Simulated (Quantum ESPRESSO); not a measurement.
# Energy and gap at +3 % biaxial strain: H-CC-F chair, 1 layer

**Set-up.** Quantum ESPRESSO 7.5 driven by ASE, PBE, GBRV ultrasoft, ESM (bc1); atomic heights clamped; cell area 5.734 Å² at zero strain.

```
strain (%)  energy (meV a cell)  gap on the mesh (eV)
        −3                95.42                 2.237
      −1.5                23.08                 2.436
         0                 0.00                 2.624
      +1.5                20.39                 2.794
```

To predict: What are energy and gap at +3 %, and how stiff is the sheet?

**Worked estimate.** About zero, E'' = (23.08 + 20.39 − 2 × 0.00)/1.5² = 19.32 meV per %² and E' = (20.39 − 23.08)/3 = −0.90 meV per %. With E = A K ε², where K = (C11 + C22)/2 + C12 (C11 + C12 for a hexagonal sheet), K = 19.32 × 10/(2 × 5.734) × 16.02 = 270 N/m. The parabola gives E(+3 %) = 0.00 + 3 × (−0.90) + 4.5 × 19.32 = 84.2 meV. Continuing the last slope, the gap is 2 × 2.794 − 2.624 = 2.964 eV.

**The withheld run.** E = 78.9 meV and the gap 2.950 eV. The parabola misses by +5.3 meV, too high, since bonds soften under tension. The gap's line misses by +0.014 eV.

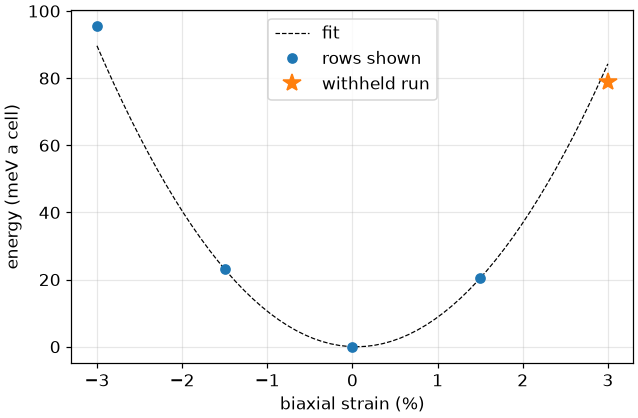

The rows shown, the fit and the withheld run.

Caveats: Clamped heights stiffen sheets with several planes. Semilocal gap, no spin-orbit coupling.

[Logs are printed without paths, hosts, clocks, repeated set-up lines and the standing remarks that a program may print on its own settings, such as how far it seeks lower states.]
